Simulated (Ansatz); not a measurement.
Run report: NiSbH, geometry relaxation (part 1 of 2)

- system: NiSbH (P6₃/mmc, 6 atoms in the cell)
- method: DFT PBE, scalar-relativistic, plane waves, PAW, no spin polarisation (Ansatz 0.2.0)

The structure derives from an entry of the Crystallography Open Database. It belongs to a series of runs on one base structure; here: 2 H put on empty site 1 of 1 host cells, relaxed. Figures and captions count atoms from 1; the log counts them from 0 in places.

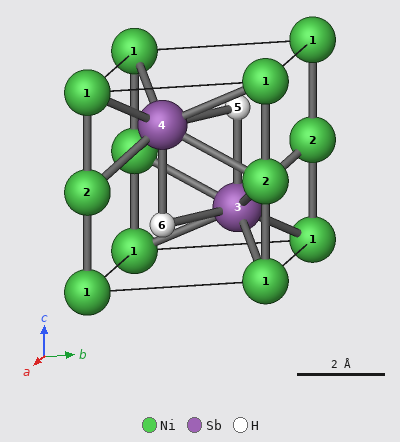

Figure 1. The starting structure (ball-and-stick view of the cell of the calculation, seen slightly off an axis; atoms are numbered from 1 in the order of the input).

### Summary

| quantity | value |
| --- | --- |
| outcome | converged |
| space group (tolerance 0.01 Å) | P6₃/mmc (194) |
| electrons treated | 68 |
| free energy | −24677.4562 eV |
| Fermi energy | 13.758 eV |
| gap on the k-point mesh | none (metallic) |
| pressure | 0.00 GPa |
| final volume | 76.43 Å³ |
| largest force (length of the vector) at the end | under 0.001 eV/Å |
| final cell | a = 4.297 Å, b = 4.297 Å, c = 4.781 Å, α = 90.00°, β = 90.00°, γ = 120.00° |
| hardware | 2 threads of Arm Neoverse V2, 24 GiB of memory available, shared host |
| wall time | 23 s (CPU time 45 s) |
| peak memory | 0.5 GiB |

### Remarks

The run has no spin polarisation, so a magnetic state may lie lower.

### Input
```yaml
crystal:
  lattice:
    - [4.2921079692, 0.0, 0.0]
    - [-2.1460539846, 3.7170745371, 0.0]
    - [0.0, 0.0, 4.7746573373]
  atoms:
    - { symbol: Ni, position: [1.0, 1.0, 1.0] }
    - { symbol: Ni, position: [1.0, 1.0, 0.5] }
    - { symbol: Sb, position: [0.3333333333, 0.6666666667, 0.25] }
    - { symbol: Sb, position: [0.6666666667, 0.3333333333, 0.75] }
    - { symbol: H, position: [0.3333333333, 0.6666666667, 0.75] }
    - { symbol: H, position: [0.6666666667, 0.3333333333, 0.25] }
basis:
  ecutwfc: 420
kpoints:
  mp_grid: { grid: [12, 12, 6] }
hamiltonian:
  xc: pbe
scf:
  occupations: { method: gaussian, width: 0.1 }
output:
  forces: true
  stress: true
  eigenvalues: true
  write_density: true
  write_potential: true
  elf: true
  volumetric_format: npy
relax:
  adjacent_minimum: "off"
  f_tol: 0.025
  max_steps: 70
  cell: { stress_tol: 0.12 }
```

Launch command:
```bash
ansatz run input.yaml --threads 2 --pin off --max-ram 5120MiB --backend cpu --events-out ev --progress --plain --runs-dir out
```

### Log
```
Engine: ansatz 0.2.0, aarch64-unknown-linux-gnu
Pseudopotentials: kind: paw
Pseudopotential: Ni, paw, valence charge 18, recommended cutoff 420 eV (normal), Ni.paw.azcp
Pseudopotential: Sb, paw, valence charge 15, recommended cutoff 420 eV (normal), Sb.paw.azcp
Pseudopotential: H, paw, valence charge 1, recommended cutoff 420 eV (normal), H.paw.azcp
Functional definition: PBE
  parameter kappa = 0.804
  parameter beta = 0.06672455060314922
  exchange = pbe_x(kappa = kappa, mu = beta*pi^2/3)
  correlation = pbe_c(beta = beta)
Crystal: 6 atoms, lattice volume = 76.175 Å³
Basis set: ecut = 420 eV, 1485 PW (Γ), exchange–correlation on 60×60×64 points (8 copies of the dense FFT grid, shifted against one another)
Bands: 41, of which v1, the nominal top of the filled ones, is band 34 counted from 1 (33 counted from 0)
Symmetry: 24 space group operations
Space group: P63/mmc (ITA 194), of the structure as read, at distance tolerance 4.2e-5 Å
k-points: 76 of 864
Non-local potential: Ni, projectors of the file, l = 0: 3, l = 1: 2, l = 2: 3, l = 3: 1
Non-local potential: Sb, projectors of the file, l = 0: 2, l = 1: 2, l = 2: 2, l = 3: 2
Non-local potential: H, projectors of the file, l = 0: 2, l = 1: 1
PAW form: soft (Blöchl's): semilocal exchange-correlation on the pseudo side does not see the compensation charge
PAW one-centre angular grid: Ni, 590 points (default); XC on 64 Gauss nodes
PAW one-centre angular grid: Sb, 590 points (default); XC on 64 Gauss nodes
PAW one-centre angular grid: H, 110 points (default); XC on 64 Gauss nodes
Initial density: superposition of atomic densities (neutral atoms: chi_scale 0, normalization atom), corrected by the library's trained network
Initial wavefunctions: pseudopotential atomic-orbital guess
Functional: x = pbe(κ = 0.804, μ = 0.2195149727645171), c = pbe(β = 0.06672455060314922)
SCF iter   1: F=—  HF=-24677.467481 eV  |F-HF|=—  |Δ(HF+E_count)|=         —  Δρ=1.09e-2  dr2=4.13e-2  ethr=1.77e-3  ⟨swp⟩=6.9  Hψ=12289  notcnv=0  defer=1
preconditioner: auto → Kerker (q_TF=auto, 2.677 Å⁻¹)  [metal: Δε(μ)=0.056 eV  Ē_g=16.847 eV  σ=0.100 eV  W_gap=0.30  n_scr=22 (ndim 8)  ℏωp=30.7 eV  f_vac=0.000  D(μ)=2.55/eV (n_scr^D=20)]
SCF iter   2: F=—  HF=-24677.458798 eV  |F-HF|=—  |Δ(HF+E_count)|=   8.68e-3  Δρ=4.50e-3  dr2=1.12e-2  ethr=6.07e-5  ⟨swp⟩=1.4  Hψ=3936  notcnv=0  defer=2
SCF iter   3: F=—  HF=-24677.456098 eV  |F-HF|=—  |Δ(HF+E_count)|=   2.70e-3  Δρ=8.37e-4  dr2=8.79e-4  ethr=1.64e-5  ⟨swp⟩=1.4  Hψ=3109  notcnv=0  defer=2
SCF iter   4: F=—  HF=-24677.455929 eV  |F-HF|=—  |Δ(HF+E_count)|=   1.69e-4  Δρ=2.14e-4  dr2=1.57e-5  ethr=1.29e-6  ⟨swp⟩=2.0  Hψ=4443  notcnv=0  defer=2
SCF iter   5: F=—  HF=-24677.455879 eV  |F-HF|=—  |Δ(HF+E_count)|=   5.07e-5  Δρ=4.53e-5  dr2=2.02e-6  ethr=2.31e-8  ⟨swp⟩=2.1  Hψ=5130  notcnv=0  defer=2
SCF iter   6: F=—  HF=-24677.455878 eV  |F-HF|=—  |Δ(HF+E_count)|=   3.37e-7  Δρ=1.94e-5  dr2=2.38e-7  ethr=2.97e-9  ⟨swp⟩=2.1  Hψ=4662  notcnv=0  defer=2
SCF iter   7: F=-24677.455878 eV  HF=-24677.455878 eV  |F-HF|=1.51e-8  |Δ(HF+E_count)|=   2.29e-8  Δρ=7.19e-6  dr2=2.32e-8  ethr=1.47e-10  ⟨swp⟩=12.3  Hψ=21609  notcnv=0
SCF 1 converged in 7 iterations: F = -24677.455878 eV  dr2 = 2.32e-8
  greatest PAW one-centre occupation: 1.001 electrons in one spin orbital (limit 2), on the Ni atom at site 1 (counted from 0), in its partial waves of l = 1
relax step   1: F+E_penalty+E_count = -24677.45587837 eV  Δ(F+E_penalty+E_count) = +0.000e0 eV  max|allowed force component| = 4.780e-17 eV/Å  Δτ_max = 0.0000 Å  P = +0.374 GPa  Ω = 76.175 Å³  (7 SCF iters, dr2 threshold 1.00e-7 eV, accepted)
Crystal: 6 atoms, lattice volume = 76.543 Å³
Initial density: handed on by an earlier stage of this run
Initial wavefunctions: those handed on with the density
iter 1 solved again at ethr=9.87e-7 eV; its pass at ethr=3.10e-3 eV (dr2=6.71e-4 eV) is discarded
SCF iter   1: F=—  HF=-24677.456053 eV  |F-HF|=—  |Δ(HF+E_count)|=         —  Δρ=8.52e-4  dr2=7.67e-4  ethr=9.87e-7  ⟨swp⟩=2.0  Hψ=13611  notcnv=0
preconditioner: auto → Kerker (q_TF=auto, 2.675 Å⁻¹)  [metal: Δε(μ)=0.039 eV  Ē_g=16.819 eV  σ=0.100 eV  W_gap=0.22  n_scr=22 (ndim 8)  ℏωp=30.6 eV  f_vac=0.000  D(μ)=2.51/eV (n_scr^D=20)]
SCF iter   2: F=—  HF=-24677.455998 eV  |F-HF|=—  |Δ(HF+E_count)|=   5.55e-5  Δρ=3.81e-4  dr2=2.24e-4  ethr=9.87e-7  ⟨swp⟩=1.0  Hψ=3116  notcnv=0
SCF iter   3: F=—  HF=-24677.455910 eV  |F-HF|=—  |Δ(HF+E_count)|=   8.76e-5  Δρ=1.27e-4  dr2=2.16e-5  ethr=3.29e-7  ⟨swp⟩=1.0  Hψ=3117  notcnv=0
SCF iter   4: F=—  HF=-24677.455908 eV  |F-HF|=—  |Δ(HF+E_count)|=   2.20e-6  Δρ=4.58e-5  dr2=1.16e-6  ethr=3.18e-8  ⟨swp⟩=2.0  Hψ=3748  notcnv=0
iter 5 did not close the SCF: its close was put off for the readings that it lacked (scf_convergence_deferred on its scf_iter line)
SCF iter   5: F=-24677.455908 eV  HF=-24677.455908 eV  |F-HF|=1.01e-8  |Δ(HF+E_count)|=   6.00e-8  Δρ=4.94e-6  dr2=2.08e-8  ethr=1.71e-9  ⟨swp⟩=2.0  Hψ=3796  notcnv=0
SCF iter   6: F=-24677.455908 eV  HF=-24677.455908 eV  |F-HF|=1.06e-9  |Δ(HF+E_count)|=  6.98e-10  Δρ=1.86e-6  dr2=2.68e-9  ethr=3.06e-11  ⟨swp⟩=5.8  Hψ=19464  notcnv=0
SCF 2 converged in 6 iterations: F = -24677.455908 eV  dr2 = 2.68e-9
  greatest PAW one-centre occupation: 1.001 electrons in one spin orbital (limit 2), on the Ni atom at site 0 (counted from 0), in its partial waves of l = 1
relax step   2: F+E_penalty+E_count = -24677.45590792 eV  Δ(F+E_penalty+E_count) = -2.956e-5 eV  max|allowed force component| = 2.006e-17 eV/Å  Δτ_max = 0.0000 Å  P = -0.140 GPa  Ω = 76.543 Å³  energy of the carried Pulay correction = -2.153e-4 eV  (6 SCF iters, dr2 threshold 5.69e-7 eV, accepted)
Crystal: 6 atoms, lattice volume = 76.434 Å³
iter 1 solved again at ethr=8.52e-8 eV; its pass at ethr=3.10e-3 eV (dr2=5.79e-5 eV) is discarded
SCF iter   1: F=—  HF=-24677.456093 eV  |F-HF|=—  |Δ(HF+E_count)|=         —  Δρ=2.66e-4  dr2=6.83e-5  ethr=8.52e-8  ⟨swp⟩=2.0  Hψ=13575  notcnv=0
preconditioner: auto → Kerker (q_TF=auto, 2.676 Å⁻¹)  [metal: Δε(μ)=0.025 eV  Ē_g=16.824 eV  σ=0.100 eV  W_gap=0.14  n_scr=22 (ndim 8)  ℏωp=30.6 eV  f_vac=0.000  D(μ)=2.51/eV (n_scr^D=20)]
SCF iter   2: F=—  HF=-24677.456040 eV  |F-HF|=—  |Δ(HF+E_count)|=   5.24e-5  Δρ=1.13e-4  dr2=1.82e-5  ethr=8.52e-8  ⟨swp⟩=1.0  Hψ=3116  notcnv=0
SCF iter   3: F=—  HF=-24677.456038 eV  |F-HF|=—  |Δ(HF+E_count)|=   2.59e-6  Δρ=4.21e-5  dr2=2.12e-6  ethr=2.67e-8  ⟨swp⟩=1.0  Hψ=3116  notcnv=0
SCF iter   4: F=—  HF=-24677.456038 eV  |F-HF|=—  |Δ(HF+E_count)|=   2.24e-7  Δρ=1.40e-5  dr2=9.48e-8  ethr=3.12e-9  ⟨swp⟩=1.8  Hψ=3336  notcnv=0
iter 5 did not close the SCF: its close was put off for the readings that it lacked (scf_convergence_deferred on its scf_iter line)
SCF iter   5: F=-24677.456038 eV  HF=-24677.456038 eV  |F-HF|=8.55e-10  |Δ(HF+E_count)|=   6.86e-9  Δρ=1.75e-6  dr2=1.81e-9  ethr=1.39e-10  ⟨swp⟩=2.0  Hψ=4177  notcnv=0
SCF iter   6: F=-24677.456038 eV  HF=-24677.456038 eV  |F-HF|=1.09e-10  |Δ(HF+E_count)|=  1.06e-10  Δρ=5.70e-7  dr2=2.60e-10  ethr=2.67e-12  ⟨swp⟩=5.1  Hψ=17825  notcnv=0
SCF 3 converged in 6 iterations: F = -24677.456038 eV  dr2 = 2.60e-10
relax step   3: F+E_penalty+E_count = -24677.45603760 eV  Δ(F+E_penalty+E_count) = -1.297e-4 eV  max|allowed force component| = 4.780e-17 eV/Å  Δτ_max = 0.0000 Å  P = +0.004 GPa  Ω = 76.434 Å³  energy of the carried Pulay correction = -1.524e-4 eV  (6 SCF iters, accepted)
Initial wavefunctions: pseudopotential atomic-orbital guess (no wavefunctions were taken with the density)
iter 1 solved again at ethr=7.21e-8 eV; its pass at ethr=3.10e-3 eV (dr2=4.90e-5 eV) is discarded
SCF iter   1: F=—  HF=-24677.456211 eV  |F-HF|=—  |Δ(HF+E_count)|=         —  Δρ=7.34e-5  dr2=8.86e-8  ethr=7.21e-8  ⟨swp⟩=3.3  Hψ=21092  notcnv=0
preconditioner: auto → Kerker (q_TF=auto, 2.676 Å⁻¹)  [metal: Δε(μ)=0.027 eV  Ē_g=16.824 eV  σ=0.100 eV  W_gap=0.15  n_scr=22 (ndim 8)  ℏωp=30.6 eV  f_vac=0.000  D(μ)=2.50/eV (n_scr^D=20)]
SCF iter   2: F=—  HF=-24677.456176 eV  |F-HF|=—  |Δ(HF+E_count)|=   3.52e-5  Δρ=3.74e-5  dr2=2.87e-8  ethr=1.30e-10  ⟨swp⟩=2.2  Hψ=5606  notcnv=0
SCF iter   3: F=—  HF=-24677.456180 eV  |F-HF|=—  |Δ(HF+E_count)|=   3.77e-6  Δρ=1.99e-6  dr2=3.59e-10  ethr=4.21e-11  ⟨swp⟩=1.0  Hψ=3116  notcnv=0
iter 4 did not close the SCF: its close was put off for the readings that it lacked (scf_convergence_deferred on its scf_iter line)
SCF iter   4: F=-24677.456180 eV  HF=-24677.456180 eV  |F-HF|=8.73e-11  |Δ(HF+E_count)|=   7.90e-9  Δρ=2.94e-7  dr2=2.26e-11  ethr=1.00e-12  ⟨swp⟩=2.0  Hψ=4315  notcnv=0
iter 5 did not close the SCF: its close was put off for the readings that it lacked (scf_convergence_deferred on its scf_iter line)
SCF iter   5: F=-24677.456180 eV  HF=-24677.456180 eV  |F-HF|=7.28e-12  |Δ(HF+E_count)|=  7.28e-11  Δρ=1.85e-7  dr2=1.59e-11  ethr=1.00e-12  ⟨swp⟩=1.0  Hψ=3116  notcnv=0
iter 6 did not close the SCF: its close was put off for the readings that it lacked (scf_convergence_deferred on its scf_iter line)
SCF iter   6: F=-24677.456180 eV  HF=-24677.456180 eV  |F-HF|=0.00e0  |Δ(HF+E_count)|=  2.91e-11  Δρ=2.57e-8  dr2=3.02e-13  ethr=1.00e-12  ⟨swp⟩=1.0  Hψ=3116  notcnv=0
iter 7 did not close the SCF: its close was put off for the readings that it lacked (scf_convergence_deferred on its scf_iter line)
SCF iter   7: F=-24677.456180 eV  HF=-24677.456180 eV  |F-HF|=0.00e0  |Δ(HF+E_count)|=    0.00e0  Δρ=7.31e-9  dr2=3.95e-14  ethr=1.00e-12  ⟨swp⟩=1.0  Hψ=3116  notcnv=0
SCF iter   8: F=-24677.456180 eV  HF=-24677.456180 eV  |F-HF|=7.28e-12  |Δ(HF+E_count)|=    0.00e0  Δρ=2.62e-9  dr2=5.21e-15  ethr=1.00e-12  ⟨swp⟩=3.1  Hψ=11375  notcnv=0
SCF 4 converged in 8 iterations: F = -24677.456180 eV  dr2 = 5.21e-15
relax step   4: F+E_penalty+E_count = -24677.45617951 eV  Δ(F+E_penalty+E_count) = -1.419e-4 eV  max|allowed force component| = 4.780e-17 eV/Å  Δτ_max = 0.0000 Å  P = +0.003 GPa  Ω = 76.434 Å³  stress off target by 5.36e-2 GPa  SCF on the basis re-selected at this cell (its energy is not comparable with the rows above)  (8 SCF iters)
```

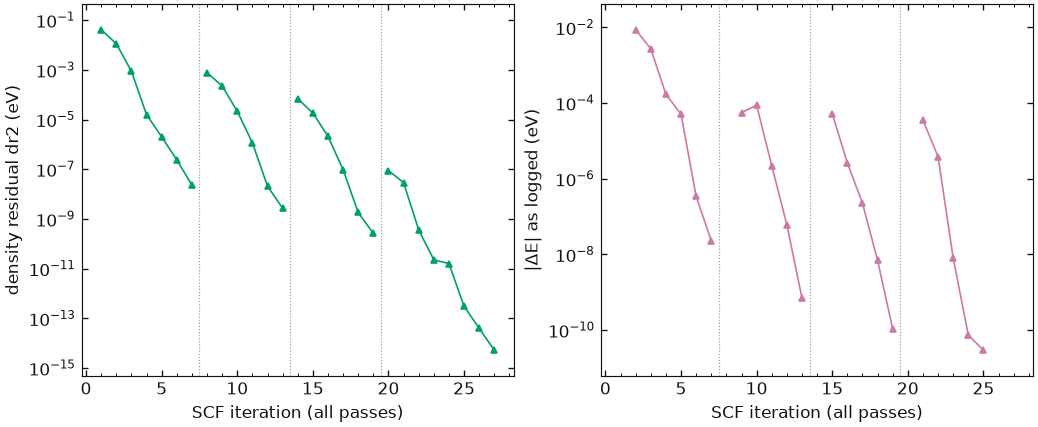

Figure 2. Convergence of the self-consistent field: density residual dr2 and size of the energy change against the SCF iteration. The dotted lines part the SCF passes of the relaxation: geometry steps, rejected trials and re-solves on a re-selected basis. The passes take 7, 6, 6 and 8 iterations.
